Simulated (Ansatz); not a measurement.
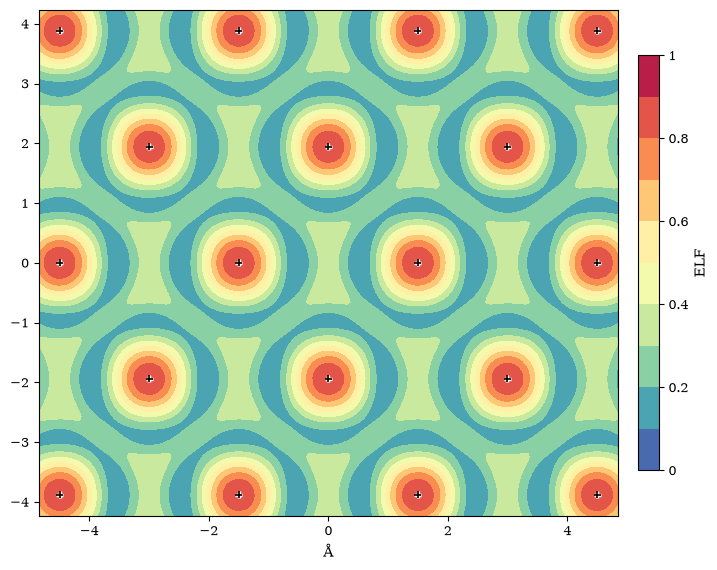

The ELF on a plane through atoms (crosses mark nuclei in the plane).

These are results of Kohn-Sham DFT of a periodic cell, PBE, Ansatz PAW in Ansatz 0.2.0, not measurements.

Candidates:
A. Si, a = 4.74 Å, b = 4.74 Å, c = 2.66 Å, α = 90.00°, β = 90.00°, γ = 90.00°. Space group I4₁/amd; a structure from a database of computed crystals, not necessarily the ambient phase; computed pressure about 3 GPa in this cell.
B. Fe, a = 3.00 Å, b = 3.88 Å, c = 3.93 Å, α = 90.00°, β = 90.00°, γ = 90.00°. Space group Fmmm; a structure from a database of computed crystals, not necessarily the ambient phase; spin-polarised.

**Which candidate gave the map?**

Candidate B: Fe on the (001) plane of the conventional cell, which holds Fe. Fe–Fe (2.45 Å): the ELF is about 0.25 at the midpoint (no shared electron pair shows on this line).
